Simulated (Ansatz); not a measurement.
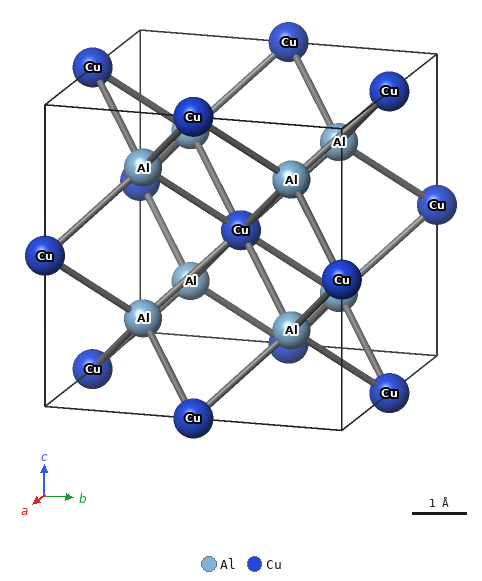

Lattice vibrations of crystalline Al2Cu, space group Fm-3m (No. 225), at the zone centre. The picture is a ball-and-stick view of the conventional cell (4 times the calculation's cell), seen slightly off an axis. Lengths and directions refer to the drawn axes.

Method: DFT PBE, scalar-relativistic, plane waves, PAW in Ansatz.

Input file:
```yaml
crystal:
  lattice:
    - [-2.0452732739, 2.0452732739, 2.8924536688]
    - [2.0452732739, -2.0452732739, 2.8924536688]
    - [2.0452732739, 2.0452732739, -2.8924536688]
  atoms:
    - { symbol: Al, position: [0.75, 0.25, 0.5] }
    - { symbol: Al, position: [0.25, 0.75, 0.5] }
    - { symbol: Cu, position: [0.5, 0.5, 0.0] }
basis:
  ecutwfc: 420
kpoints:
  mp_grid: { grid: [16, 16, 16] }
hamiltonian:
  xc: pbe
scf:
  occupations: { method: fermi_dirac, width: 0.15 }
output:
  eigenvalues: true
phonons:
  method: dfpt
  eigenvectors: true
```

Launched with:
```bash
ansatz run input.yaml --threads 1 --pin off --max-ram 2560MiB --backend cpu --events-out ev --progress --plain --runs-dir out
```

The frequencies depend somewhat on the k-mesh and the smearing.

Which optical modes does it have, at what frequencies, and is it stable there?

The calculation's cell holds 3 atoms, so there are 6 optical modes, in 2 levels. The optical modes span T₁u + T₂g. No level is unstable.

```json
{"level": "1", "symmetry": "T₁u", "frequency (cm⁻¹)": "255", "activity": "infrared-active"}
{"level": "2", "symmetry": "T₂g", "frequency (cm⁻¹)": "274", "activity": "Raman-active"}
```

The crystal is a metal, so free carriers screen the infrared response.

The displacement patterns (one member of each degenerate set):

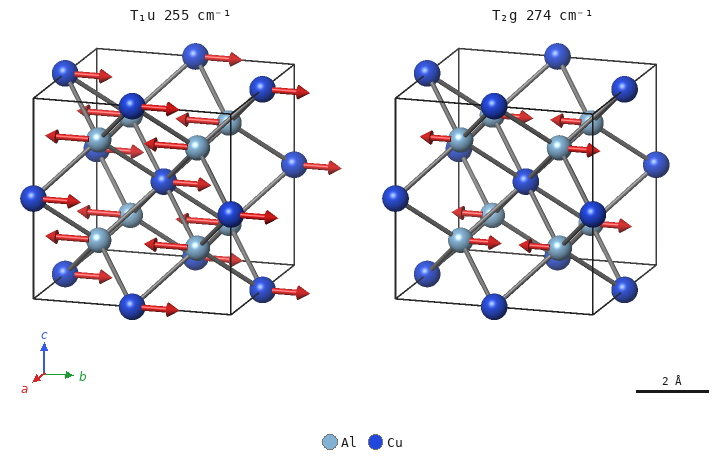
